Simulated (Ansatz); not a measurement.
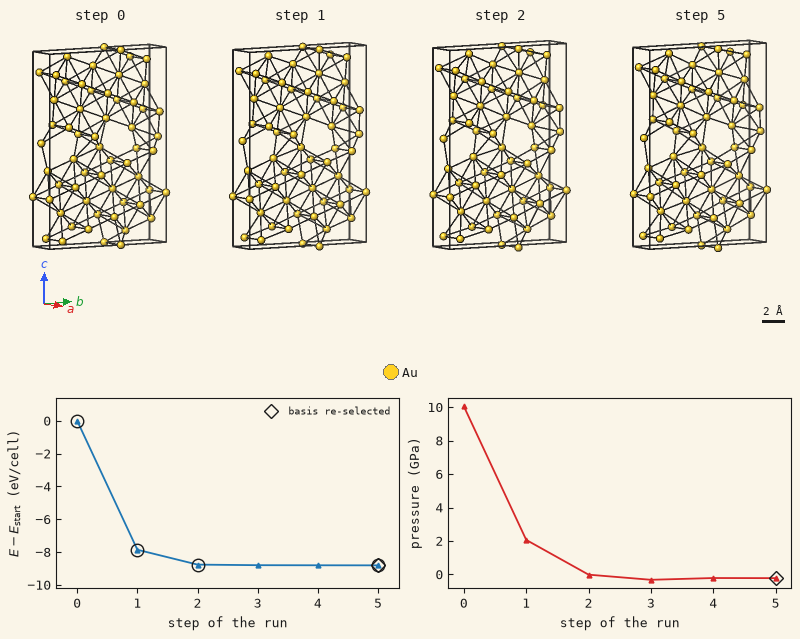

Frames of a relaxation of an interface cell of composition Au, marked on the history of the run. The picture is a ball-and-stick view of the cell of the calculation (origin shifted), seen from a free direction.

Case: symmetric tilt boundary Sigma 9 (4 1 1), mirror between planes, shift [0, 0.5].

Theory: DFT PBE, scalar-relativistic, plane waves, PAW in Ansatz 0.2.0.

The input:
```yaml
crystal:
  lattice:
    - [2.9402301135, 0.0, 0.0]
    - [0.0, 12.4743399089, 0.0]
    - [0.0, 0.0, 17.9413806808]
  atoms:
    - { symbol: Au, position: [0.0, 0.5555555556, 0.0954873045] }
    - { symbol: Au, position: [1.0, 0.1111111111, 0.2047405132] }
    - { symbol: Au, position: [1.0, 0.6666666667, 0.313993722] }
    - { symbol: Au, position: [1.0, 0.2222222222, 0.4232469307] }
    - { symbol: Au, position: [1.0, 0.7777777778, 0.0408607001] }
    - { symbol: Au, position: [0.0, 0.3333333333, 0.1501139088] }
    - { symbol: Au, position: [1.0, 0.8888888889, 0.2593671176] }
    - { symbol: Au, position: [0.0, 0.4444444444, 0.3686203264] }
    - { symbol: Au, position: [0.5, 0.3888888889, 0.0135473979] }
    - { symbol: Au, position: [0.5, 0.9444444444, 0.1228006066] }
    - { symbol: Au, position: [0.5, 0.5, 0.2320538154] }
    - { symbol: Au, position: [0.5, 0.0555555556, 0.3413070242] }
    - { symbol: Au, position: [0.5, 0.6111111111, 0.4505602329] }
    - { symbol: Au, position: [0.5, 0.1666666667, 0.0681740023] }
    - { symbol: Au, position: [0.5, 0.7222222222, 0.177427211] }
    - { symbol: Au, position: [0.5, 0.2777777778, 0.2866804198] }
    - { symbol: Au, position: [0.5, 0.8333333333, 0.3959336285] }
    - { symbol: Au, position: [1.0, 1.0, 0.4778735351] }
    - { symbol: Au, position: [1.0, 0.0555555556, 0.896152135] }
    - { symbol: Au, position: [1.0, 0.6111111111, 0.7868989262] }
    - { symbol: Au, position: [1.0, 0.1666666667, 0.6776457174] }
    - { symbol: Au, position: [1.0, 0.7222222222, 0.5683925087] }
    - { symbol: Au, position: [1.0, 0.2777777778, 0.9507787393] }
    - { symbol: Au, position: [1.0, 0.8333333333, 0.8415255306] }
    - { symbol: Au, position: [1.0, 0.3888888889, 0.7322723218] }
    - { symbol: Au, position: [1.0, 0.9444444444, 0.6230191131] }
    - { symbol: Au, position: [0.5, 0.8888888889, 0.9780920415] }
    - { symbol: Au, position: [0.5, 0.4444444444, 0.8688388328] }
    - { symbol: Au, position: [0.5, 1.0, 0.759585624] }
    - { symbol: Au, position: [0.5, 0.5555555556, 0.6503324153] }
    - { symbol: Au, position: [0.5, 0.1111111111, 0.5410792065] }
    - { symbol: Au, position: [0.5, 0.6666666667, 0.9234654372] }
    - { symbol: Au, position: [0.5, 0.2222222222, 0.8142122284] }
    - { symbol: Au, position: [0.5, 0.7777777778, 0.7049590196] }
    - { symbol: Au, position: [0.5, 0.3333333333, 0.5957058109] }
    - { symbol: Au, position: [1.0, 0.5, 0.5137659043] }
basis:
  ecutwfc: 420
kpoints:
  mp_grid: { grid: [12, 4, 2] }
hamiltonian:
  xc: pbe
scf:
  occupations: { method: gaussian, width: 0.1 }
output:
  forces: true
  stress: true
  eigenvalues: true
  populations: true
  write_density: true
  write_potential: true
  elf: true
  volumetric_format: npy
relax:
  adjacent_minimum: "off"
  f_tol: 0.02
  max_steps: 60
  cell: { fix: [a, b, alpha, beta, gamma], stress_tol: 0.1 }
```

Launched with:
```bash
ansatz run input.yaml --threads 4 --pin off --max-ram 11264MiB --backend cpu --events-out ev --progress --plain --runs-dir out
```

Question: What happens along the run?

Answer: The energy falls by 8.806 eV per cell of the calculation in 4 accepted moves (5 points after the start). Largest force component: 7.8 eV/Å at the start, 0.005 eV/Å at the end. The pressure goes from 10.05 to −0.22 GPa. The SCF was repeated once at an unchanged geometry on a basis and grid sized afresh for the cell, which shifted the energy by 4.3 meV per cell of the calculation at most. The largest moves relative to the cell, 0.40 Å, are those of Au9, Au18, Au27 and Au36. Au27 goes along [0 3 −2]. Cell: a unchanged at 2.940 Å, b unchanged at 12.474 Å, c 17.941 → 18.314 Å (+2.1 %). Volume +2.1 %. Near-neighbour distances that change, for instance: Au5–Au27 2.313 → 2.820 Å, Au13–Au36 2.317 → 2.820 Å, Au22–Au36 2.940 → 3.138 Å, Au11–Au15 2.940 → 3.125 Å. From step 0 to 1: Au atoms move most (0.19 Å), volume +0.9 %, energy −7.855 eV per cell of the calculation. From step 1 to 2: Au atoms move most (0.20 Å), volume +1.0 %, energy −0.905 eV per cell of the calculation. From step 2 to 5: Au atoms move most (0.08 Å), volume +0.2 %, energy −45.1 meV per cell of the calculation.

| step | E − E(0), meV/atom | largest force component, eV/Å | pressure, GPa | volume, Å³/atom | note |
| --- | --- | --- | --- | --- | --- |
| 0 | 0.00 | 7.8431 | 10.05 | 18.279 |  |
| 1 | -218.21 | 1.4048 | 2.07 | 18.451 |  |
| 2 | -243.35 | 0.1694 | -0.01 | 18.627 |  |
| 3 | -244.32 | 0.0353 | -0.32 | 18.674 |  |
| 4 | -244.49 | 0.0050 | -0.21 | 18.658 |  |
| 5 | -244.61 | 0.0050 | -0.22 | 18.658 | same geometry, new basis |
